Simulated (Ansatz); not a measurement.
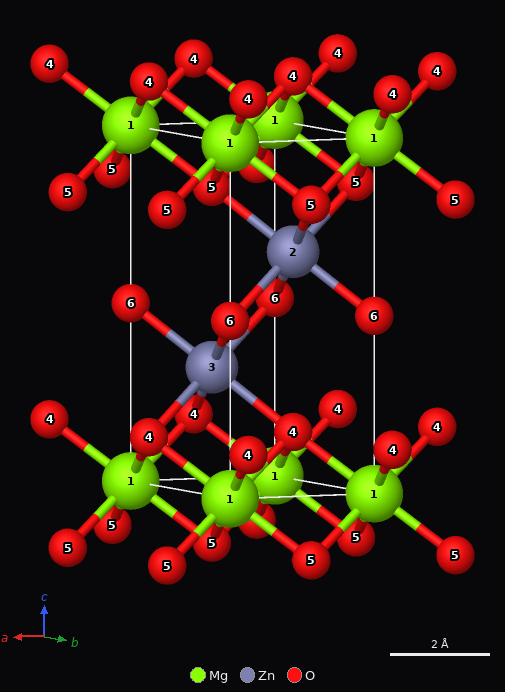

This is crystalline MgZn2O3 (built on the database structure type) at its r2SCAN-relaxed geometry. The picture is a ball-and-stick view of the cell of the calculation, seen from a free direction.

Computed with Ansatz, DFT, HSE06, plane waves, PAW. Settings: plane-wave cutoff 420 eV; k-point mesh 6 × 6 × 2; occupations fixed; no spin polarisation.

The variant: All lengths are scaled by −1.0 % (volume −2.9 %). The atoms were relaxed with r2SCAN under that strain, and this is a single point on that geometry.

What is the effect?

Some distances before and after: O–Zn 2.135 → 2.111 to 2.119 Å, Mg–O 2.101 → 2.079 Å. The space group stays P-3m1 (No. 164). Energy change: +5.7 meV per atom. Pressure: 0.5 GPa before, 6.2 GPa after. The largest forces, 0.026 eV/Å, act on Zn2 and Zn3.
